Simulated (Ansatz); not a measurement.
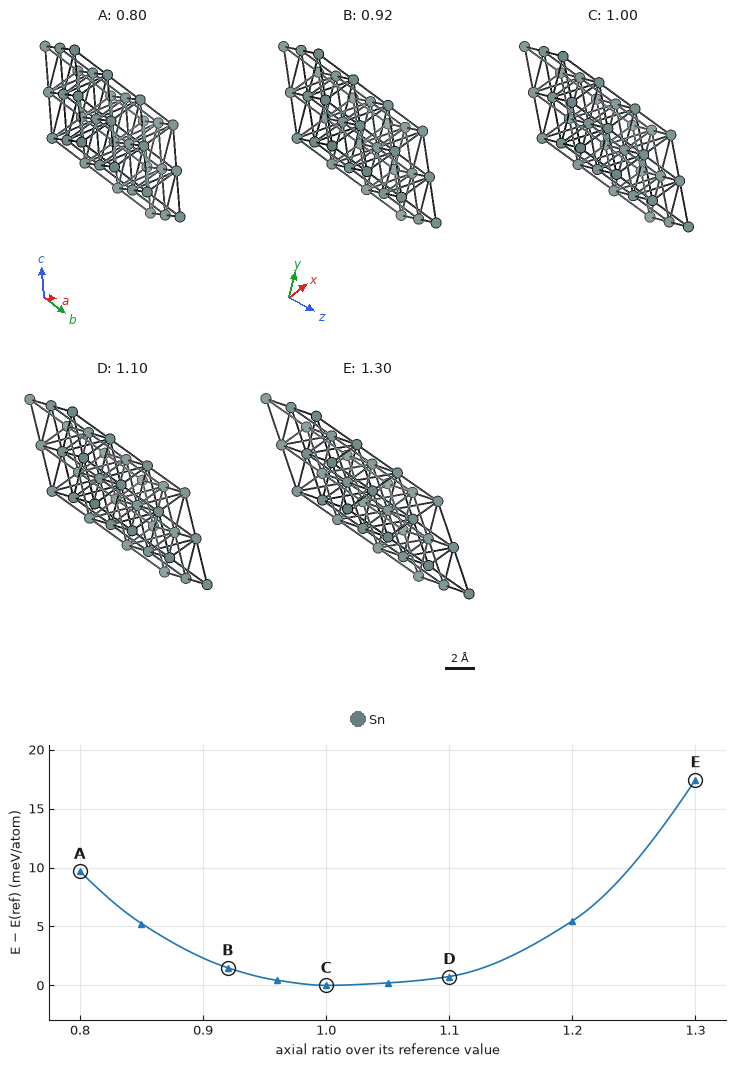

A scan of crystalline Sn (Immm): the ratio of the cell's length along z to its lengths across, counted as 1 for the reference, is changed at fixed volume (a c/a path), with the atoms kept at their fractional coordinates. x, y and z are the Cartesian axes of the input. The lettered frames are marked on the plot. The picture is a ball-and-stick view of the cell of the calculation, repeated 2 × 3 × 2 with one cell outlined, seen slightly off an axis.

The calculation used DFT PBEsol, scalar-relativistic, plane waves, PAW (Ansatz). (plane-wave cutoff 420 eV; k-point mesh 22 × 22 × 22; occupations gaussian; smearing width 0.15 eV; no spin polarisation). Energies (free energies at the smearing named) are counted from the cell as listed in its source, which wasn't relaxed.

What does the scan show?

Of the computed points the lowest is at the relative ratio 1.00, 0.0 meV/atom. The unrelaxed reference is under a pressure of −3.6 GPa. The distortion keeps the space group Immm. At the relative ratio 1.30 the cell of the drawing goes a 3.406 → 3.593 Å, b 3.406 → 3.593 Å, c 3.406 → 3.593 Å, α 119.1° → 127.7°, β 117.2° → 126.1°, γ 93.3° → 78.3°.
